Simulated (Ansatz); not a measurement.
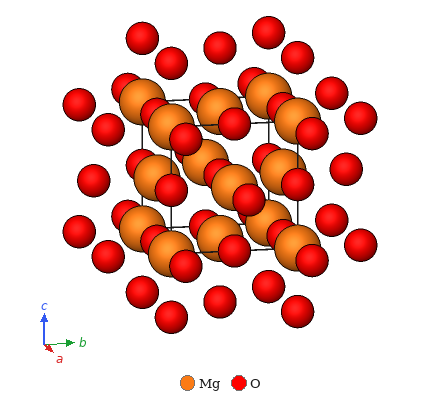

MgO (Fm-3m, No. 225): the end point of a relaxation with DFT PBE, scalar-relativistic, plane waves, PAW (Ansatz 0.2.0); the starting structure was generated, so it need not be a known form of this composition.

```cif
data_structure
_symmetry_space_group_name_H-M 'Fm-3m'
_symmetry_Int_Tables_number 225
_cell_length_a 4.2537
_cell_length_b 4.2537
_cell_length_c 4.2537
_cell_angle_alpha 90.000
_cell_angle_beta 90.000
_cell_angle_gamma 90.000
_cell_volume 76.97
loop_
_atom_site_label
_atom_site_type_symbol
_atom_site_symmetry_multiplicity
_atom_site_Wyckoff_symbol
_atom_site_fract_x
_atom_site_fract_y
_atom_site_fract_z
_atom_site_occupancy
Mg1 Mg 4 a 0.00000 0.00000 0.00000 1
O1 O 4 b 0.50000 0.00000 0.00000 1
```

What will a map of the projected electrostatic potential along [001] show? Computed as the sum of neutral-atom potentials (tabulated electron scattering factors, B = 0.5 Å²) projected along the beam and smoothed by 0.25 Å; brighter is more positive. The display is stretched by a gamma of 0.7; percentages refer to the linear signal.

Answer. The columns repeat on a square net with a repeat of 2.13 Å (plane group p4mm). All columns are alike (Mg + O). The shortest distance between visible columns is 2.13 Å in projection. Along the beam the structure repeats every 4.25 Å.

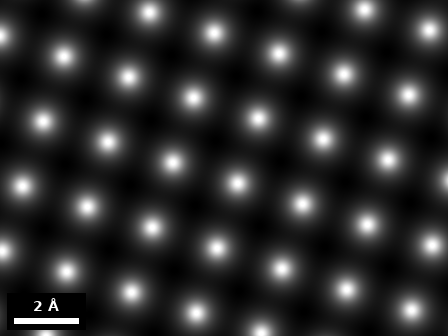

The simulated image.

What mean inner potential do neutral atoms give for this crystal?

Answer. About 18 V (the sum of the forward scattering factors over the cell volume; bonding usually lowers the true value).
